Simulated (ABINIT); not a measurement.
**Geometry relaxation of AlN (part 4 of 4)**

AlN (P6₃mc, 4 atoms in the cell); Kohn-Sham DFT of a periodic cell, PBE, PseudoDojo NC SR PBE v0.4.1 standard, no spin polarisation (ABINIT 10.8.3); cutoff 1142.88 eV, 8×8×4 k-mesh, fermi-dirac of 0.05 eV. The structure derives from an entry of the Crystallography Open Database.

Geometry of the input (Å; fractional positions):
```
3.1130  0.0000  0.0000
-1.5565  2.6959  0.0000
0.0000  0.0000  4.9810
Al 0.3333  0.6667  0.0000
Al 0.6667  0.3333  0.5000
N  0.3333  0.6667  0.3800
N  0.6667  0.3333  0.8800
```

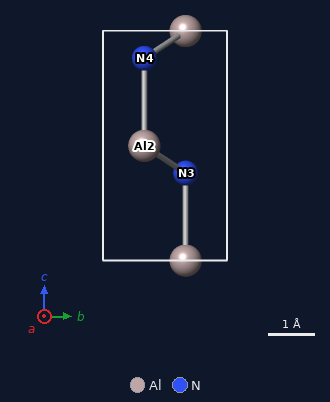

The geometry at step 4 of the log (ball-and-stick view of the cell of the calculation, along the a axis; atoms are numbered from 1 in the order of the input).

Log, continued
```
 Cartesian coordinates (xcart) [bohr]
  7.07578305518318E-17  3.41328880776021E+00 -7.32192473822548E-03
  2.95599481792032E+00  1.70664440388010E+00  4.73115128056211E+00
  7.07578305518318E-17  3.41328880776021E+00  3.60856156076648E+00
  2.95599481792032E+00  1.70664440388010E+00  8.34703476606682E+00
 Reduced coordinates (xred)
  3.33333333333333E-01  6.66666666666667E-01 -7.72603792508034E-04
  6.66666666666667E-01  3.33333333333333E-01  4.99227396207492E-01
  3.33333333333333E-01  6.66666666666667E-01  3.80772603792508E-01
  6.66666666666667E-01  3.33333333333333E-01  8.80772603792508E-01
 Cartesian forces (fcart) [Ha/bohr]; max,rms= 8.11649E-06 4.68606E-06 (free atoms)
  1.82181998887859E-28  1.05182826097520E-28  8.11649465051163E-06
 -1.82181998887859E-28 -1.05182826097520E-28  8.11649465051163E-06
 -0.00000000000000E+00 -0.00000000000000E+00 -8.11649465051163E-06
 -0.00000000000000E+00 -0.00000000000000E+00 -8.11649465051163E-06
 Gradient of E wrt nuclear positions in reduced coordinates (gred)
 -1.07705808926175E-27 -2.36450570809869E-45 -7.69195848448258E-05
  1.07705808926175E-27  2.36450570809869E-45 -7.69195848448258E-05
  0.00000000000000E+00  0.00000000000000E+00  7.69195848448258E-05
  0.00000000000000E+00  0.00000000000000E+00  7.69195848448258E-05
 Scale of Primitive Cell (acell) [bohr]
  5.91198963584065E+00  5.91198963592032E+00  9.47694641060068E+00
 Real space primitive translations (rprimd) [bohr]
  5.91198963584065E+00  0.00000000000000E+00  0.00000000000000E+00
 -2.95599481792032E+00  5.11993321164031E+00  0.00000000000000E+00
  0.00000000000000E+00  0.00000000000000E+00  9.47694641060068E+00
 Unitary Cell Volume (ucvol) [Bohr^3]=  2.86857615877409E+02
 Angles (23,13,12)= [degrees]
  9.00000000000000E+01  9.00000000000000E+01  1.19999999999554E+02
 Lengths [Bohr]
  5.91198963584065E+00  5.91198963592032E+00  9.47694641060068E+00
 Stress tensor in cartesian coordinates (strten) [Ha/bohr^3]
 -1.85315254995922E-07  0.00000000000000E+00  0.00000000000000E+00
  0.00000000000000E+00 -1.85315384837372E-07  0.00000000000000E+00
  0.00000000000000E+00  0.00000000000000E+00 -5.51060968124323E-10
 Total energy (etotal) [Ha]= -2.55887654544737E+01

 Difference of energy with previous step (new-old):
           Absolute (Ha)=-1.38916E-08
           Relative     =-5.42878E-10

 At Broyd/MD step   8, gradients are converged :
  max grad (force/stress) = 1.8532E-05 < tolmxf= 2.0000E-05 ha/bohr (free atoms)

================================================================================

 ----iterations are completed or convergence reached----

 Mean square residual over all n,k,spin=   66.923E-16; max=  10.471E-13
 reduced coordinates (array xred) for    4 atoms
       0.333333333333      0.666666666667     -0.000772603793
       0.666666666667      0.333333333333      0.499227396207
       0.333333333333      0.666666666667      0.380772603793
       0.666666666667      0.333333333333      0.880772603793
 rms dE/dt=  4.4415E-05; max dE/dt=  7.5697E-05; dE/dt below (all hartree)
    1      -0.000000000000      0.000000000000     -0.000078142593
    2       0.000000000000      0.000000000000     -0.000078142593
    3       0.000000000000      0.000000000000      0.000075696576
    4       0.000000000000      0.000000000000      0.000075696576

 cartesian coordinates (angstrom) at end:
    1      0.00000000000000     1.80623465007160    -0.00387459570879
    2      1.56424509212960     0.90311732503580     2.50361743730953
    3      0.00000000000000     1.80623465007160     1.90956854080271
    4      1.56424509212960     0.90311732503580     4.41706057382103

 cartesian forces (hartree/bohr) at end:
    1      0.00000000000000     0.00000000000000     0.00000811649465
    2     -0.00000000000000    -0.00000000000000     0.00000811649465
    3     -0.00000000000000    -0.00000000000000    -0.00000811649465
    4     -0.00000000000000    -0.00000000000000    -0.00000811649465
 frms,max,avg= 4.6860604E-06 8.1164947E-06   0.000E+00  0.000E+00  1.291E-07 h/b

 cartesian forces (eV/Angstrom) at end:
    1      0.00000000000000     0.00000000000000     0.00041736693587
    2     -0.00000000000000    -0.00000000000000     0.00041736693587
    3     -0.00000000000000    -0.00000000000000    -0.00041736693587
    4     -0.00000000000000    -0.00000000000000    -0.00041736693587
 frms,max,avg= 2.4096691E-04 4.1736694E-04   0.000E+00  0.000E+00  6.636E-06 e/A
 length scales=  5.911989635841  5.911989635920  9.476946410601 bohr
              =  3.128490184259  3.128490184301  5.014984066037 angstroms
 Fermi (or HOMO) energy (hartree) =   0.25094   Average Vxc (hartree)=  -0.39088
 Eigenvalues (hartree) for nkpt=  30  k points:
 kpt#   1, nband= 12, wtk=  0.00391, kpt=  0.0000  0.0000  0.0000 (reduced coord)
  -0.36297   -0.28614   -0.02673    0.15954    0.15954    0.18314    0.18314    0.19061
   0.33968    0.43077    0.57456    0.59723
      occupation numbers for kpt#   1
   2.00000    2.00000    2.00000    2.00000    2.00000    2.00000    2.00000    2.00000
   0.00000    0.00000    0.00000    0.00000
 prteigrs : prtvol=0 or 1, do not print more k-points.

--- !EnergyTerms
iteration_state     : {dtset: 1, itime: 8, icycle: 1, }
comment             : Components of total free energy in Hartree
kinetic             :  1.63065462434184E+01
hartree             :  5.72057553665569E+00
xc                  : -8.47649619148802E+00
Ewald energy        : -2.16227773061679E+01
psp_core            :  1.03646504826187E+00
local_psp           : -1.72153913781700E+01
non_local_psp       : -1.33768740698380E+00
internal            : -2.55887654544737E+01
'-kT*entropy'       :  1.25294605474896E-15
total_energy        : -2.55887654544737E+01
total_energy_eV     : -6.96305780339500E+02
band_energy         : -1.20621791882046E-02
...

 rms coord change=  4.4606E-04   atom, delta coord (reduced):
     1        0.000000000000      0.000000000000     -0.000772603793
     2        0.000000000000      0.000000000000     -0.000772603793
     3        0.000000000000      0.000000000000      0.000772603793
     4        0.000000000000      0.000000000000      0.000772603793

 Cartesian components of stress tensor (hartree/bohr^3)
  sigma(1 1)= -1.85315255E-07  sigma(3 2)=  0.00000000E+00
  sigma(2 2)= -1.85315385E-07  sigma(3 1)=  0.00000000E+00
  sigma(3 3)= -5.51060968E-10  sigma(2 1)=  0.00000000E+00

-Cartesian components of stress tensor (GPa)         [Pressure=  3.6402E-03 GPa]
- sigma(1 1)= -5.45216304E-03  sigma(3 2)=  0.00000000E+00
- sigma(2 2)= -5.45216686E-03  sigma(3 1)=  0.00000000E+00
- sigma(3 3)= -1.62127734E-05  sigma(2 1)=  0.00000000E+00

== END DATASET(S) ==============================================================
================================================================================

 -outvars: echo values of variables after computation  --------
            acell      5.9119896358E+00  5.9119896359E+00  9.4769464106E+00 Bohr
           etotal     -2.5588765454E+01
            fcart      1.8218199889E-28  1.0518282610E-28  8.1164946505E-06
                      -1.8218199889E-28 -1.0518282610E-28  8.1164946505E-06
                      -0.0000000000E+00 -0.0000000000E+00 -8.1164946505E-06
                      -0.0000000000E+00 -0.0000000000E+00 -8.1164946505E-06
            rprim      1.0000000000E+00  0.0000000000E+00  0.0000000000E+00
                      -4.9999999999E-01  8.6602540379E-01  0.0000000000E+00
                       0.0000000000E+00  0.0000000000E+00  1.0000000000E+00
           strten     -1.8531525500E-07 -1.8531538484E-07 -5.5106096812E-10
                       0.0000000000E+00  0.0000000000E+00  0.0000000000E+00
           xangst      3.7443431396E-17  1.8062346501E+00 -3.8745957088E-03
                       1.5642450921E+00  9.0311732504E-01  2.5036174373E+00
                       3.7443431396E-17  1.8062346501E+00  1.9095685408E+00
                       1.5642450921E+00  9.0311732504E-01  4.4170605738E+00
             xred      3.3333333333E-01  6.6666666667E-01 -7.7260379251E-04
                       6.6666666667E-01  3.3333333333E-01  4.9922739621E-01
                       3.3333333333E-01  6.6666666667E-01  3.8077260379E-01
                       6.6666666667E-01  3.3333333333E-01  8.8077260379E-01
 Calculation completed.
```

Trajectory as extended XYZ (Å, eV, eV/Å), 8 frames, from step=0 to step=7
```
4
Lattice="3.1130 0.0000 0.0000 -1.5565 2.6959 0.0000 0.0000 0.0000 4.9810" Properties=species:S:1:pos:R:3:forces:R:3 step=0 energy=-696.29723
Al    0.0000    1.7973    0.0000    0.0000   0.0000  -0.1305
Al    1.5565    0.8986    2.4905    0.0000   0.0000  -0.1305
N     0.0000    1.7973    1.8928    0.0000   0.0000   0.1305
N     1.5565    0.8986    4.3833    0.0000   0.0000   0.1305
4
Lattice="3.1220 0.0000 0.0000 -1.5610 2.7037 0.0000 0.0000 0.0000 5.0037" Properties=species:S:1:pos:R:3:forces:R:3 step=1 energy=-696.30435
Al    0.0000    1.8025   -0.0013    0.0000   0.0000  -0.0677
Al    1.5610    0.9012    2.5005    0.0000   0.0000  -0.0677
N     0.0000    1.8025    1.9027    0.0000   0.0000   0.0677
N     1.5610    0.9012    4.4046    0.0000   0.0000   0.0677
4
Lattice="3.1276 0.0000 0.0000 -1.5638 2.7086 0.0000 0.0000 0.0000 5.0183" Properties=species:S:1:pos:R:3:forces:R:3 step=2 energy=-696.30572
Al    0.0000    1.8057   -0.0025    0.0000   0.0000  -0.0226
Al    1.5638    0.9029    2.5066    0.0000   0.0000  -0.0226
N     0.0000    1.8057    1.9095    0.0000   0.0000   0.0226
N     1.5638    0.9029    4.4186    0.0000   0.0000   0.0226
4
Lattice="3.1278 0.0000 0.0000 -1.5639 2.7087 0.0000 0.0000 0.0000 5.0185" Properties=species:S:1:pos:R:3:forces:R:3 step=3 energy=-696.30574
Al    0.0000    1.8058   -0.0028    0.0000   0.0000  -0.0158
Al    1.5639    0.9029    2.5065    0.0000   0.0000  -0.0158
N     0.0000    1.8058    1.9098    0.0000   0.0000   0.0158
N     1.5639    0.9029    4.4191    0.0000   0.0000   0.0158
4
Lattice="3.1280 0.0000 0.0000 -1.5640 2.7089 0.0000 0.0000 0.0000 5.0176" Properties=species:S:1:pos:R:3:forces:R:3 step=4 energy=-696.30577
Al    0.0000    1.8060   -0.0035    0.0000   0.0000  -0.0012
Al    1.5640    0.9030    2.5053    0.0000   0.0000  -0.0012
N     0.0000    1.8060    1.9102    0.0000   0.0000   0.0012
N     1.5640    0.9030    4.4190    0.0000   0.0000   0.0012
4
Lattice="3.1282 0.0000 0.0000 -1.5641 2.7091 0.0000 0.0000 0.0000 5.0164" Properties=species:S:1:pos:R:3:forces:R:3 step=5 energy=-696.30578
Al    0.0000    1.8060   -0.0038    0.0000   0.0000   0.0020
Al    1.5641    0.9030    2.5045    0.0000   0.0000   0.0020
N     0.0000    1.8060    1.9100    0.0000   0.0000  -0.0020
N     1.5641    0.9030    4.4182    0.0000   0.0000  -0.0020
4
Lattice="3.1284 0.0000 0.0000 -1.5642 2.7093 0.0000 0.0000 0.0000 5.0152" Properties=species:S:1:pos:R:3:forces:R:3 step=6 energy=-696.30578
Al    0.0000    1.8062   -0.0039    0.0000   0.0000   0.0017
Al    1.5642    0.9031    2.5037    0.0000   0.0000   0.0017
N     0.0000    1.8062    1.9097    0.0000   0.0000  -0.0017
N     1.5642    0.9031    4.4173    0.0000   0.0000  -0.0017
4
Lattice="3.1285 0.0000 0.0000 -1.5642 2.7094 0.0000 0.0000 0.0000 5.0150" Properties=species:S:1:pos:R:3:forces:R:3 step=7 energy=-696.30578
Al    0.0000    1.8062   -0.0039    0.0000   0.0000   0.0004
Al    1.5642    0.9031    2.5036    0.0000   0.0000   0.0004
N     0.0000    1.8062    1.9096    0.0000   0.0000  -0.0004
N     1.5642    0.9031    4.4171    0.0000   0.0000  -0.0004
```

Key numbers

- outcome: converged
- space group (tolerance 0.01 Å): P6₃mc (186)
- electrons treated: 16
- free energy: −696.3058 eV
- Fermi energy: 6.828 eV
- gap on the k-point mesh: 4.06 eV
- pressure: 0.00 GPa
- final volume: 42.51 Å³
- largest force (length of the vector) at the end: under 0.001 eV/Å
- final cell: a = 3.128 Å, b = 3.128 Å, c = 5.015 Å, α = 90.00°, β = 90.00°, γ = 120.00°
- hardware: 1 thread of AMD EPYC (Zen 3), 32 GiB of memory available, shared host
- wall time: 6.8 min
- peak memory: 0.1 GiB
